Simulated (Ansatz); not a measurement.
A series of calculations on Sr9Ti7O24

## 1. Relaxation

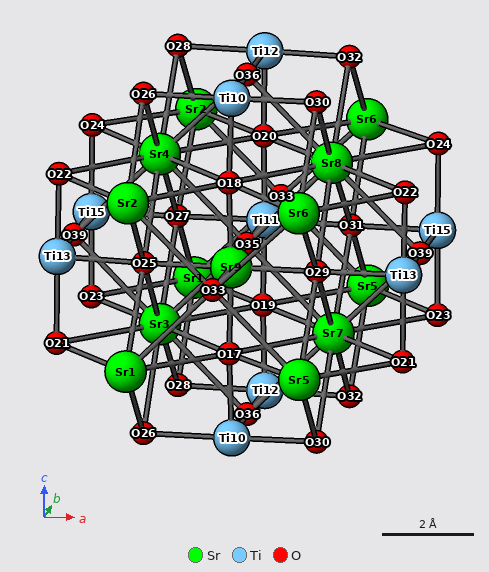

Starting structure of a defect cell of composition Sr9Ti7O24 (cell charge −1). The picture is a ball-and-stick view of the atoms within 5.0 Å of the atom that moves most (axes of the cell of the calculation (origin shifted)), seen slightly off an axis.

Method: DFT, PBEsol, PAW, plane waves (Ansatz).

Input
```yaml
crystal:
  lattice:
    - [7.782821, 0.000000, 0.000000]
    - [0.000000, 7.782821, 0.000000]
    - [0.000000, 0.000000, 7.782821]
  atoms:
    - { symbol: Sr, position: [0.998233, 0.997388, 0.999444] }
    - { symbol: Sr, position: [0.003975, 0.001097, 0.494727] }
    - { symbol: Sr, position: [0.998114, 0.499341, 0.000203] }
    - { symbol: Sr, position: [0.997489, 0.500793, 0.500637] }
    - { symbol: Sr, position: [0.500360, 0.996454, 0.003040] }
    - { symbol: Sr, position: [0.498116, 0.998420, 0.492773] }
    - { symbol: Sr, position: [0.499437, 0.499102, 0.000482] }
    - { symbol: Sr, position: [0.493586, 0.504132, 0.501228] }
    - { symbol: Sr, position: [0.252866, 0.252588, 0.250277], spin: 0.143 }
    - { symbol: Ti, position: [0.254192, 0.253271, 0.747484] }
    - { symbol: Ti, position: [0.251803, 0.748024, 0.252350] }
    - { symbol: Ti, position: [0.251602, 0.749553, 0.749610] }
    - { symbol: Ti, position: [0.750880, 0.251302, 0.254939] }
    - { symbol: Ti, position: [0.751764, 0.251568, 0.752078] }
    - { symbol: Ti, position: [0.750604, 0.748529, 0.248813] }
    - { symbol: Ti, position: [0.747527, 0.755237, 0.747378] }
    - { symbol: O, position: [0.247311, 0.250389, 0.996080], spin: 0.143 }
    - { symbol: O, position: [0.246418, 0.250440, 0.499248], spin: 0.143 }
    - { symbol: O, position: [0.245716, 0.750463, 0.000551] }
    - { symbol: O, position: [0.248169, 0.749489, 0.499317] }
    - { symbol: O, position: [0.748373, 0.250776, 0.999929] }
    - { symbol: O, position: [0.756173, 0.248214, 0.499317] }
    - { symbol: O, position: [0.751203, 0.747626, 0.999413] }
    - { symbol: O, position: [0.752963, 0.751242, 0.503534] }
    - { symbol: O, position: [0.001149, 0.249264, 0.249669], spin: 0.143 }
    - { symbol: O, position: [0.999782, 0.249530, 0.748348] }
    - { symbol: O, position: [0.998884, 0.750083, 0.248882] }
    - { symbol: O, position: [0.000508, 0.749252, 0.751365] }
    - { symbol: O, position: [0.501095, 0.248522, 0.252186], spin: 0.143 }
    - { symbol: O, position: [0.499531, 0.251691, 0.749828] }
    - { symbol: O, position: [0.500946, 0.751418, 0.248684] }
    - { symbol: O, position: [0.495790, 0.752201, 0.744988] }
    - { symbol: O, position: [0.248872, 0.000505, 0.252652], spin: 0.143 }
    - { symbol: O, position: [0.249819, 0.999708, 0.755392] }
    - { symbol: O, position: [0.249553, 0.501741, 0.250459], spin: 0.143 }
    - { symbol: O, position: [0.250489, 0.496377, 0.749794] }
    - { symbol: O, position: [0.750891, 0.002194, 0.249369] }
    - { symbol: O, position: [0.747420, 0.004582, 0.746310] }
    - { symbol: O, position: [0.749343, 0.501739, 0.249459] }
    - { symbol: O, position: [0.749301, 0.497884, 0.748790] }
  symmetry: { detect: false }
kpoints:
  mp_grid: { grid: [1, 1, 1], shift: [0.25, 0.25, 0.25] }
hamiltonian:
  xc: pbesol
total_charge: -1
magnetization:
  spin_polarized: true
scf:
  occupations: { method: fermi_dirac, width: 0.01 }
relax:
  f_tol: 0.03
  max_steps: 80
  escape_saddle: false
  adjacent_minimum: "off"
output:
  forces: true
  eigenvalues: true
  populations: true
  charged_corrections: { epsilon: 300 }
```

Run as
```bash
ansatz run in.yaml --threads 8 --pin off --max-ram 118750MiB --runs-dir r --events-out ev --progress --plain --backend cuda --devices 0,
```

**Predict the outcome.**

The atom that moves furthest is O35 (0.62 Å along [1 1 −3]). Largest moves by element: O 0.62 Å, Sr 0.20 Å, Ti 0.10 Å. The lattice vectors keep their values. Among the contacts that change: Sr4–O35 2.764 → 3.417 Å, Sr6–O18 2.773 → 3.418 Å, Sr2–O25 2.715 → 3.327 Å, Sr3–O17 2.742 → 3.323 Å. Bond angles that change, for instance: Sr9–O35–Ti11 178.7° → 143.6°, Sr9–O29–Ti13 178.4° → 143.6°, Sr9–O18–Ti10 176.5° → 143.6°. After 11 accepted moves (12 points after the start) the energy has fallen by 6.081 eV per cell of the calculation. The largest force component goes from 7.8 to 0.013 eV/Å. The line search rejected the trial step at point 9 of the run. The run took 56 s on 1 × NVIDIA GB300 Max-Q with 8 threads of Arm Neoverse-V2, peak memory 1.8 GiB.

The structure at the end:

```xyz
40
Lattice="7.7828 0.0000 0.0000 0.0000 7.7828 0.0000 0.0000 0.0000 7.7828" Properties=species:S:1:pos:R:3 pbc="T T T"
Sr    0.0535    0.0584    0.0554
Sr    7.7467    0.0524    4.0128
Sr    0.0505    4.0158    7.7444
Sr    7.7173    3.9920    4.0077
Sr    4.0101    7.7500    0.0455
Sr    4.0064    7.7187    3.9849
Sr    3.9856    4.0148    7.7166
Sr    3.9820    3.9895    3.9855
Sr    1.9724    1.9759    1.9741
Ti    2.0363    2.0155    5.8359
Ti    2.0106    5.8361    2.0352
Ti    1.9924    5.9141    5.8804
Ti    5.8339    2.0423    2.0101
Ti    5.8795    1.9979    5.9034
Ti    5.9059    5.8854    1.9926
Ti    5.8860    5.8911    5.8860
O     2.1429    1.4414    7.5527
O     1.3949    2.1380    4.1123
O     1.9194    6.1519    7.7023
O     2.0102    5.4791    3.8861
O     5.4731    2.0093    7.7227
O     6.0978    1.9554    3.8947
O     5.8735    5.7847    0.0004
O     5.7948    5.8644    3.9155
O     7.5522    2.1528    1.4404
O     7.7039    1.9255    6.1433
O     7.7225    5.4724    2.0013
O     7.7825    5.8773    5.7797
O     4.1115    1.3983    2.1303
O     3.8879    2.0137    5.4809
O     3.8949    6.1035    1.9492
O     3.9164    5.7990    5.8596
O     1.4409    7.5549    2.1502
O     2.0052    7.7262    5.4627
O     2.1344    4.1133    1.3962
O     1.9526    3.8974    6.1013
O     6.1451    7.7084    1.9220
O     5.7809    0.0050    5.8734
O     5.4793    3.8915    2.0121
O     5.8602    3.9202    5.7939
```

The end point in the same view:

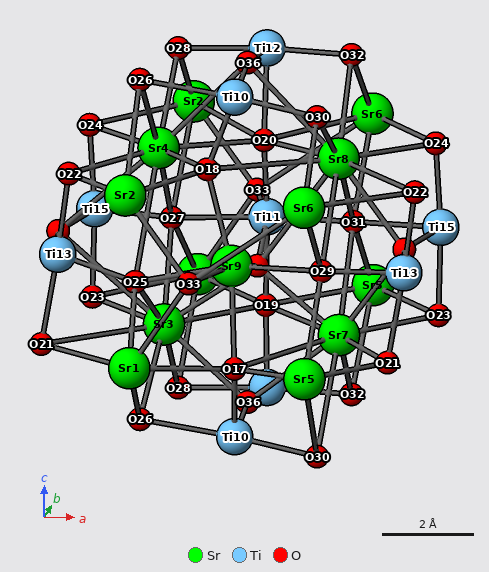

Limits of the set-up: the periodic images lie only 7.8 Å apart, so the values are limited by the cell's size; the cell is charged, on a uniform background, and energies carry no finite-size correction.

## 2. Relaxation

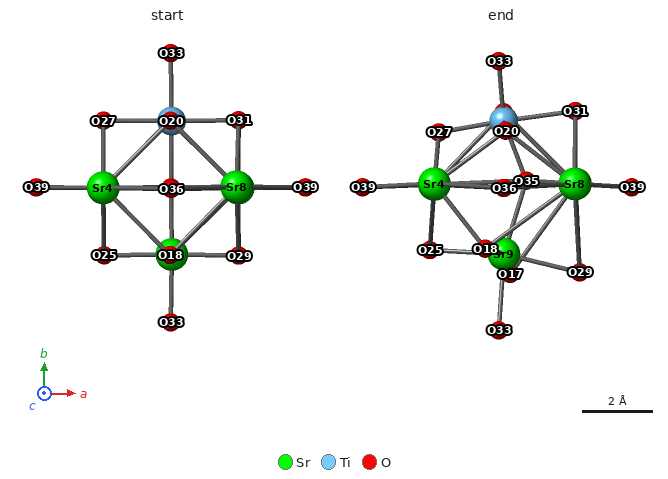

The structure of a defect cell of composition Sr9Ti7O24 before (left) and after (right) a relaxation, at one scale.

Style: ball-and-stick. Shown: the atoms within 4.2 Å of the atom that moves most (axes of the cell of the calculation (origin shifted)), along the c axis.

Method: DFT, PBEsol, PAW, plane waves (Ansatz).

The input:
```yaml
crystal:
  lattice:
    - [7.782821, 0.000000, 0.000000]
    - [0.000000, 7.782821, 0.000000]
    - [0.000000, 0.000000, 7.782821]
  atoms:
    - { symbol: Sr, position: [0.998233, 0.997388, 0.999444] }
    - { symbol: Sr, position: [0.003975, 0.001097, 0.494727] }
    - { symbol: Sr, position: [0.998114, 0.499341, 0.000203] }
    - { symbol: Sr, position: [0.997489, 0.500793, 0.500637] }
    - { symbol: Sr, position: [0.500360, 0.996454, 0.003040] }
    - { symbol: Sr, position: [0.498116, 0.998420, 0.492773] }
    - { symbol: Sr, position: [0.499437, 0.499102, 0.000482] }
    - { symbol: Sr, position: [0.493586, 0.504132, 0.501228] }
    - { symbol: Sr, position: [0.252866, 0.252588, 0.250277] }
    - { symbol: Ti, position: [0.254192, 0.253271, 0.747484] }
    - { symbol: Ti, position: [0.251803, 0.748024, 0.252350] }
    - { symbol: Ti, position: [0.251602, 0.749553, 0.749610] }
    - { symbol: Ti, position: [0.750880, 0.251302, 0.254939] }
    - { symbol: Ti, position: [0.751764, 0.251568, 0.752078] }
    - { symbol: Ti, position: [0.750604, 0.748529, 0.248813] }
    - { symbol: Ti, position: [0.747527, 0.755237, 0.747378] }
    - { symbol: O, position: [0.247311, 0.250389, 0.996080] }
    - { symbol: O, position: [0.246418, 0.250440, 0.499248] }
    - { symbol: O, position: [0.245716, 0.750463, 0.000551] }
    - { symbol: O, position: [0.248169, 0.749489, 0.499317] }
    - { symbol: O, position: [0.748373, 0.250776, 0.999929] }
    - { symbol: O, position: [0.756173, 0.248214, 0.499317] }
    - { symbol: O, position: [0.751203, 0.747626, 0.999413] }
    - { symbol: O, position: [0.752963, 0.751242, 0.503534] }
    - { symbol: O, position: [0.001149, 0.249264, 0.249669] }
    - { symbol: O, position: [0.999782, 0.249530, 0.748348] }
    - { symbol: O, position: [0.998884, 0.750083, 0.248882] }
    - { symbol: O, position: [0.000508, 0.749252, 0.751365] }
    - { symbol: O, position: [0.501095, 0.248522, 0.252186] }
    - { symbol: O, position: [0.499531, 0.251691, 0.749828] }
    - { symbol: O, position: [0.500946, 0.751418, 0.248684] }
    - { symbol: O, position: [0.495790, 0.752201, 0.744988] }
    - { symbol: O, position: [0.248872, 0.000505, 0.252652] }
    - { symbol: O, position: [0.249819, 0.999708, 0.755392] }
    - { symbol: O, position: [0.249553, 0.501741, 0.250459] }
    - { symbol: O, position: [0.250489, 0.496377, 0.749794] }
    - { symbol: O, position: [0.750891, 0.002194, 0.249369] }
    - { symbol: O, position: [0.747420, 0.004582, 0.746310] }
    - { symbol: O, position: [0.749343, 0.501739, 0.249459] }
    - { symbol: O, position: [0.749301, 0.497884, 0.748790] }
  symmetry: { detect: false }
kpoints:
  mp_grid: { grid: [1, 1, 1], shift: [0.25, 0.25, 0.25] }
hamiltonian:
  xc: pbesol
scf:
  occupations: { method: fermi_dirac, width: 0.01 }
relax:
  f_tol: 0.03
  max_steps: 80
  escape_saddle: false
  adjacent_minimum: "off"
output:
  forces: true
  eigenvalues: true
  populations: true
```

Run as
```bash
ansatz run in.yaml --threads 8 --pin off --max-ram 118750MiB --runs-dir r --events-out ev --progress --plain --backend cuda --devices 0,
```

Summarise the run.

After 13 geometry steps the energy has fallen by 5.350 eV per cell of the calculation. The largest force component goes from 6.4 to 0.011 eV/Å. The largest moves, 0.65 Å, are those of O25 and O35. O35 goes roughly along [3 1 0]. By element the largest moves are O 0.65 Å, Sr 0.19 Å, Ti 0.08 Å. The lattice vectors keep their values. Near-neighbour distances that change, for instance: Sr3–O17 2.742 → 3.394 Å, Sr4–O35 2.764 → 3.406 Å, Sr7–O29 2.764 → 3.344 Å, Sr3–O35 2.761 → 3.304 Å. Among the angles between lasting bonds that change: Sr9–O35–Ti11 178.7° → 142.2°, O33–Ti11–O35 178.8° → 157.2°, Sr7–O35–Sr8 90.8° → 109.1°. Cost: 34 s on 1 × NVIDIA GB300 Max-Q with 8 threads of Arm Neoverse-V2, peak memory 1.7 GiB.

Limits of the set-up: the periodic images lie only 7.8 Å apart, so the values are limited by the cell's size.

## 3. Defect

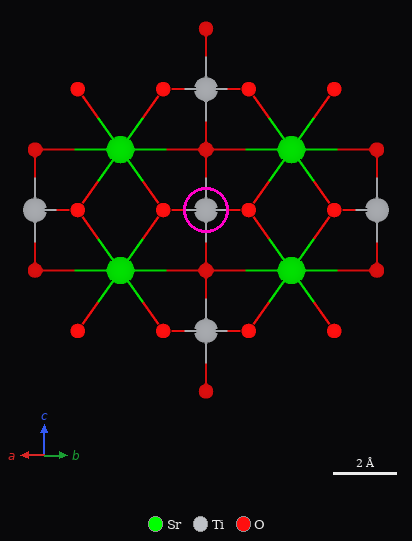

Perfect SrTiO3. Style: ball-and-stick. Shown: the atoms within 6.0 Å of one point, in a slice 3.4 Å thick across the line of sight, along [110].

These are results of Ansatz 0.2.0, DFT, PBEsol, PAW, plane waves, not measurements. Set-up: plane-wave cutoff 420 eV; k-point mesh 1 × 1 × 1; mesh shifted by (0.25, 0.25, 0.25); no spin polarisation. Fermi-Dirac smearing of 0.01 eV. A uniform background neutralises the charged cell. The axes drawn are those of the host's conventional cell.

A titanium atom is replaced by strontium at the ringed place, in charge state −2. The supercell has 40 sites, and the atoms are relaxed at the host's cell.

### How do the neighbours respond?

In the host the Ti atom has 6 O at 1.95 Å; the Sr atom ends with 6 O at 2.22 to 2.29 Å. Of the host's atoms, an oxygen atom moves furthest from its site, by 0.64 Å.

The relaxed defect, seen from the same direction:

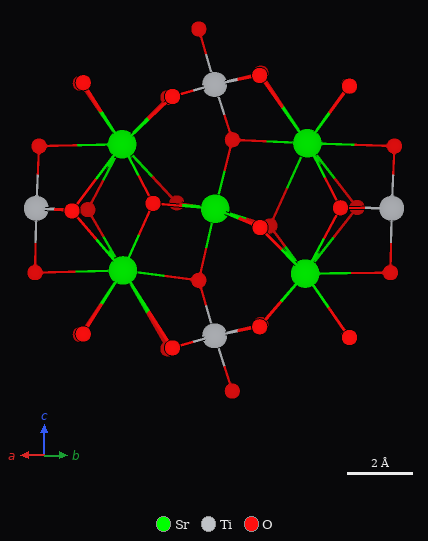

Limits of the set-up: the periodic images lie only 7.8 Å apart, so the values are limited by the cell's size; the cell is charged, on a uniform background, and energies carry no finite-size correction.

## 4. Defect

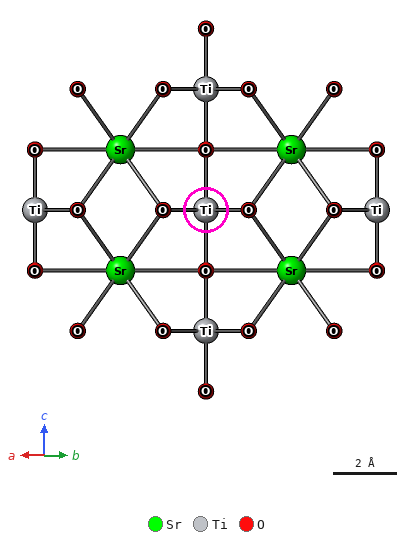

Perfect SrTiO3. Style: ball-and-stick. Shown: the atoms within 6.0 Å of one point, in a slice 5.0 Å thick across the line of sight, along [110].

Level of theory: DFT, PBEsol, PAW, plane waves (Ansatz). (plane-wave cutoff 420 eV; k-point mesh 1 × 1 × 1; mesh shifted by (0.25, 0.25, 0.25); no spin polarisation) Fermi-Dirac smearing of 0.01 eV. The axes drawn are those of the host's conventional cell.

A titanium atom is replaced by strontium at the ringed place, in charge state 0. The supercell has 40 sites, and the atoms are relaxed at the host's cell.

Q: Predict the relaxed surroundings of the defect.

A: In the host the Ti atom has 6 O at 1.95 Å; the Sr atom ends with 6 O at 2.22 to 2.27 Å. Of the host's atoms, an oxygen atom moves furthest from its site, by 0.64 Å.

The relaxed defect, seen from the same direction:

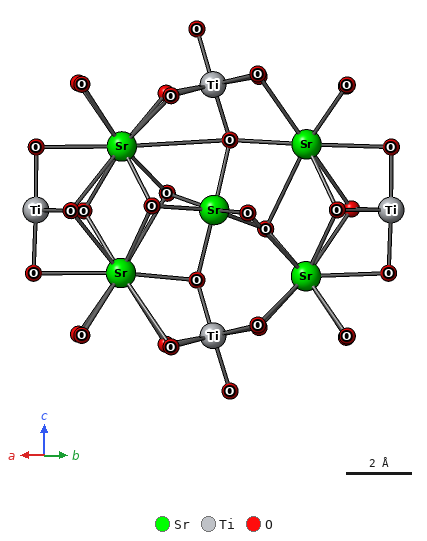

Limits of the set-up: the periodic images lie only 7.8 Å apart, so the values are limited by the cell's size.
